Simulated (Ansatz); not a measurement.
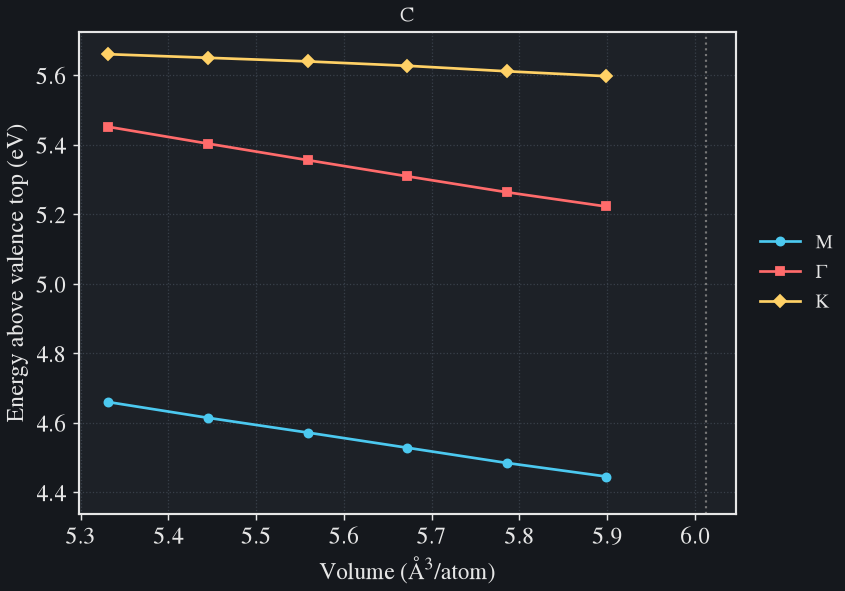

Lowest conduction level at each named k point, counted from the valence-band top at Γ. One run is left out (dotted line).

System: C, space group P6_3/mmc (No. 194), 12 atoms in the cell. The cell is scaled at fixed shape and fractional positions. At 5.67 Å³/atom, a = 2.522 Å, c = 12.356 Å (hexagonal axes). Ansatz 0.2.0; revPBE with D4 dispersion, Ansatz PAW, no spin polarisation, no spin-orbit coupling, 12×12×3 k mesh, 420 eV cutoff, Fermi-Dirac smearing of 0.05 eV.

| volume | M (eV) | Γ (eV) | K (eV) |
| --- | --- | --- | --- |
| 5.33 Å³/atom | 4.66 | 5.45 | 5.66 |
| 5.45 Å³/atom | 4.61 | 5.40 | 5.65 |
| 5.56 Å³/atom | 4.57 | 5.36 | 5.64 |
| 5.67 Å³/atom | 4.53 | 5.31 | 5.63 |
| 5.79 Å³/atom | 4.48 | 5.26 | 5.61 |
| 5.90 Å³/atom | 4.45 | 5.22 | 5.60 |

**Fill in the row for 6.01 Å³/atom.**

Fits through the other points against the logarithm of the volume give 4.40 eV at M, 5.18 eV at Γ and 5.59 eV at K (straight lines). The run itself gives 4.40, 5.18 and 5.58 eV, within 0.01 eV of the estimates.

**Which of these conduction levels is lowest, and does that change?**

The lowest is the one at M, over the whole range.

The smallest gap over all k points computed is 4.54, 4.49, 4.44, 4.38, 4.33, 4.28 and 4.24 eV in turn; it lies up to 0.17 eV under the lowest value plotted. The PAW data sets were made with another functional. LDA, GGA and most meta-GGA functionals understate gaps. This is a hexagonal form of diamond, not graphite. A mesh with an odd division misses points of the zone boundary, where a smaller gap can lie.
